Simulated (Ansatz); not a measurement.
Consider this structure.

```cif
data_structure
_symmetry_space_group_name_H-M 'P 1'
_symmetry_Int_Tables_number 1
_cell_length_a 2.8633
_cell_length_b 2.8633
_cell_length_c 21.0856
_cell_angle_alpha 90.000
_cell_angle_beta 90.000
_cell_angle_gamma 120.000
_cell_volume 149.71
loop_
_atom_site_label
_atom_site_type_symbol
_atom_site_fract_x
_atom_site_fract_y
_atom_site_fract_z
_atom_site_occupancy
Ag1 Ag 0.00000 0.00000 0.00000 1
Ag2 Ag 0.00000 0.00000 0.77770 1
Ag3 Ag 0.33333 0.66667 0.88897 1
Ag4 Ag 0.66667 0.33333 0.33333 1
Ag5 Ag 0.66667 0.33333 0.11103 1
Ag6 Ag 0.00000 0.00000 0.22230 1
Ag7 Ag 0.33333 0.66667 0.66667 1
Ag8 Ag 0.33333 0.66667 0.44436 1
Ag9 Ag 0.66667 0.33333 0.55564 1
```

### Give a crystallographic description of this input.

The element is silver. Space group R-3m (No. 166), lattice rhombohedral (trigonal R). Structure type: α-samarium (9R) type. The cell holds nine atoms. Every Ag atom has twelve Ag at 2.86 to 2.87 Å as neighbours. The bonds build a three-dimensional framework.

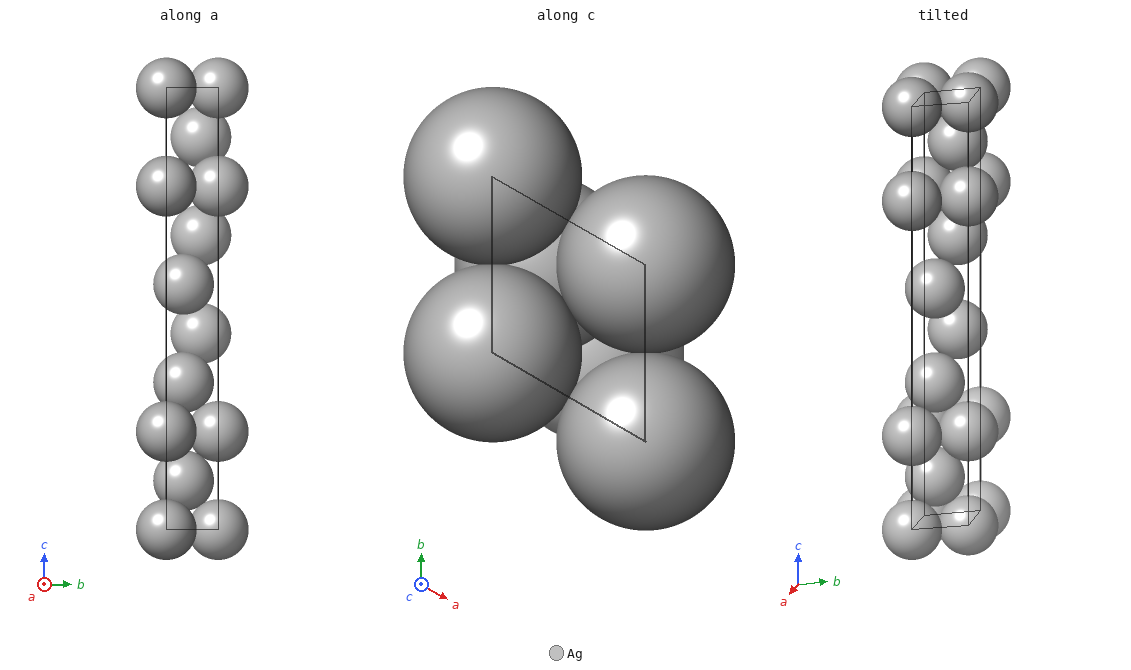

Figure: space-filling view along the a axis, along the c axis and slightly off an axis. The conventional unit cell is outlined; an atom on or near a face, edge or corner is repeated at each equivalent position.

The cell started as a structure listed in the Materials Project. It was relaxed with DFT PBE, scalar-relativistic, plane waves, PAW (Ansatz) under a constraint or pressure on the cell, so some stress remains.

At this level of theory the cell isn't at rest (compressed, at 8 GPa), so its distances can differ from those at equilibrium, the more so the softer the solid.
